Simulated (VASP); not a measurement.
W (slab)

```xyz
10
Lattice="3.1840 0.0000 0.0000 0.0000 3.1840 0.0000 0.0000 0.0000 29.3280" Properties=species:S:1:pos:R:3 pbc="T T T"
W     0.0000    1.5920    7.6564
W     1.5920    0.0000    9.0662
W     0.0000    1.5920   10.6962
W     1.5920    0.0000   12.2767
W     0.0000    1.5920   13.8736
W     1.5920    0.0000   15.4544
W     0.0000    1.5920   17.0513
W     1.5920    0.0000   18.6318
W     0.0000    1.5920   20.2618
W     1.5920    0.0000   21.6716
```

Theory: Kohn-Sham DFT of a periodic cell, PBE, VASP PAW PBE potentials, recommended (VASP).

Core electrons are frozen (PAW), and the valence fields are smoothed inside the atomic spheres.

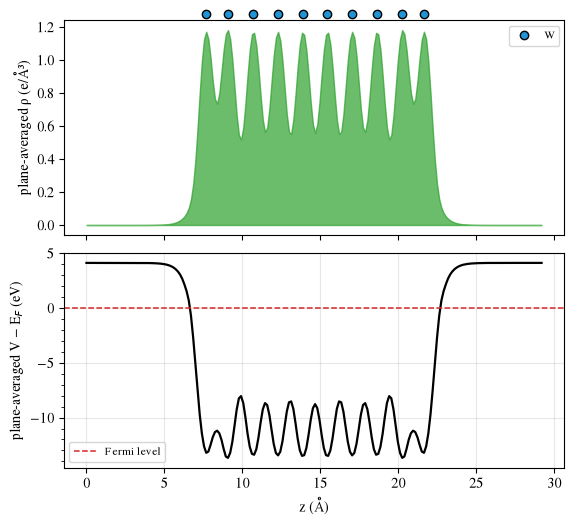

Figure 1. Plane average of the electrostatic potential energy of an electron and of the valence electron density across the slab. Circles mark the heights of the atoms.

**How far above the Fermi level of the calculation is the vacuum level?**

4.1 eV.

**How thick is the slab, and how wide the vacuum?**

The outermost nuclei are 14.0 Å apart, in 10 atomic planes; the vacuum between periodic images is 15.3 Å wide.

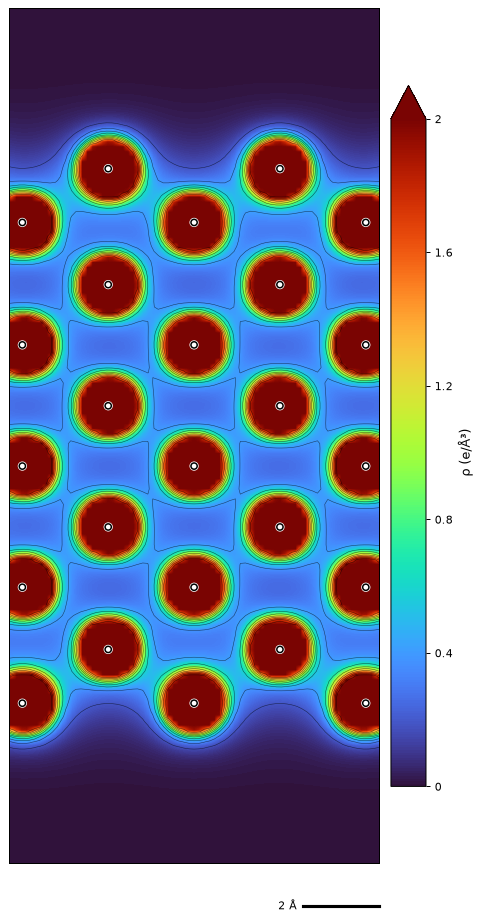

Figure 2. Valence charge density (pseudo) on the (11̄0) plane of the calculation cell, a cut from vacuum to vacuum. Circles mark the nuclei in the plane (W).

**What does the map show?**

- The section cuts through W sites.
- W–W (2.66 Å): the density is about 0.5 e/Å³ at the midpoint.
- W–W (2.75 Å): the density is about 0.41 e/Å³ at the midpoint.
- W–W (3.04 Å): ρ is about 0.31 e/Å³ halfway.
- The density dies away to nearly zero in the vacuum.
